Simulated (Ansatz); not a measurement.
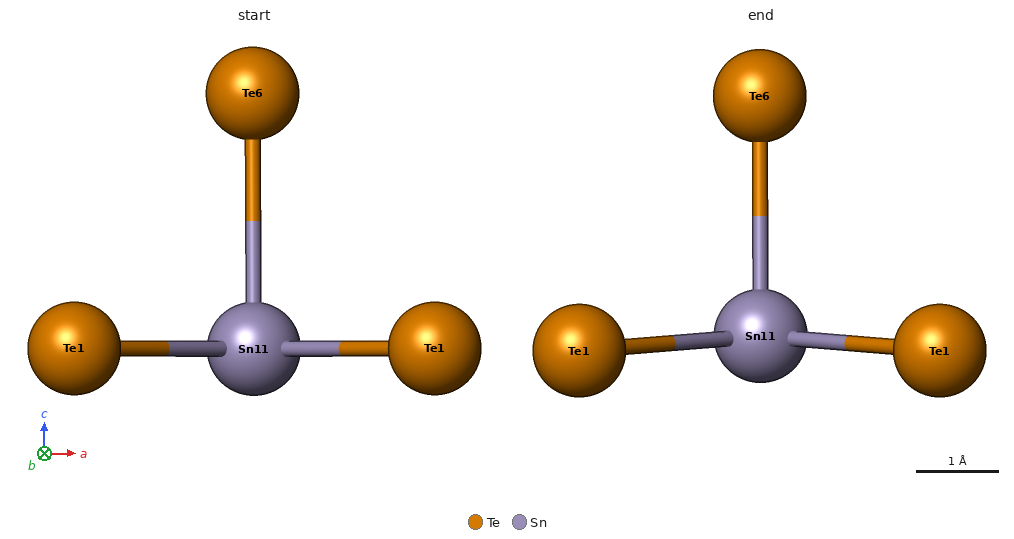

The structure of a slab of composition Te₁₀Sn₁₀ before (left) and after (right) a relaxation, at one scale.

Style: ball-and-stick. Shown: the atoms within 4.2 Å of the atom that moves most (axes of the 1 × 2 repeat of the cell, outlined in the plane, without the vacuum (origin shifted)), along the b axis.

Level of theory: DFT, PBEsol, PAW, plane waves (Ansatz).

Input file:
```yaml
crystal:
  lattice:
    - [3.142250, 3.142250, 0.000000]
    - [-3.142250, 3.142250, 0.000000]
    - [0.000000, 0.000000, 41.280245]
  atoms:
    - { symbol: Te, position: [0.504827, 0.495118, 0.157721] }
    - { symbol: Te, position: [0.495933, 0.494876, 0.310548] }
    - { symbol: Te, position: [0.500679, 0.505008, 0.462055] }
    - { symbol: Te, position: [0.503042, 0.494104, 0.614720] }
    - { symbol: Te, position: [0.501450, 0.498551, 0.765725] }
    - { symbol: Te, position: [0.999505, 0.001450, 0.233864] }
    - { symbol: Te, position: [0.993194, 0.010206, 0.385489] }
    - { symbol: Te, position: [0.999143, 0.998694, 0.538641] }
    - { symbol: Te, position: [0.002781, 0.999345, 0.690576] }
    - { symbol: Te, position: [0.003815, 0.003235, 0.843391] }
    - { symbol: Sn, position: [0.003111, 0.996899, 0.157625] }
    - { symbol: Sn, position: [0.003590, 0.997771, 0.310232] }
    - { symbol: Sn, position: [0.999507, 0.007052, 0.461479] }
    - { symbol: Sn, position: [0.001137, 0.004842, 0.614430] }
    - { symbol: Sn, position: [0.998840, 0.000773, 0.766710] }
    - { symbol: Sn, position: [0.504153, 0.504646, 0.233580] }
    - { symbol: Sn, position: [0.500072, 0.501184, 0.385843] }
    - { symbol: Sn, position: [0.499064, 0.502169, 0.536749] }
    - { symbol: Sn, position: [0.505760, 0.497808, 0.690765] }
    - { symbol: Sn, position: [0.502207, 0.498813, 0.842450] }
kpoints:
  mp_grid: { grid: [6, 6, 1] }
hamiltonian:
  xc: pbesol
scf:
  occupations: { method: fermi_dirac, width: 0.01 }
relax:
  f_tol: 0.03
  max_steps: 80
  escape_saddle: false
  adjacent_minimum: "off"
output:
  forces: true
  eigenvalues: true
  populations: true
```

Run as
```bash
ansatz run in.yaml --threads 8 --pin off --max-ram 118750MiB --runs-dir r --events-out ev --progress --plain --backend cuda --devices 0, --max-vram 170GiB
```

> What changed between the two?

Sn11 moves most relative to the layer's centre: 0.16 Å at 8° to the normal (+c side). By element the largest moves are Sn 0.16 Å, Te 0.06 Å. The cell doesn't change. Some distances before and after: Te6–Sn11 3.147 → 2.959 Å, Te1–Sn11 3.142 → 3.164 Å, Te1–Sn11 (another image) 3.131 → 3.150 Å, Te1–Sn11 (another image) 3.142 → 3.131 Å. Bond angles that change, for instance: Te1–Sn11–Te1 179.6° → 173.4°, Te1–Sn11–Te6 89.5° → 93.3°, Te1–Sn11–Te6 89.9° → 93.6°. After 3 geometry steps the energy has fallen by 0.175 eV per cell of the calculation. Largest force component: 0.46 eV/Å at the start, 0.0073 eV/Å at the end.
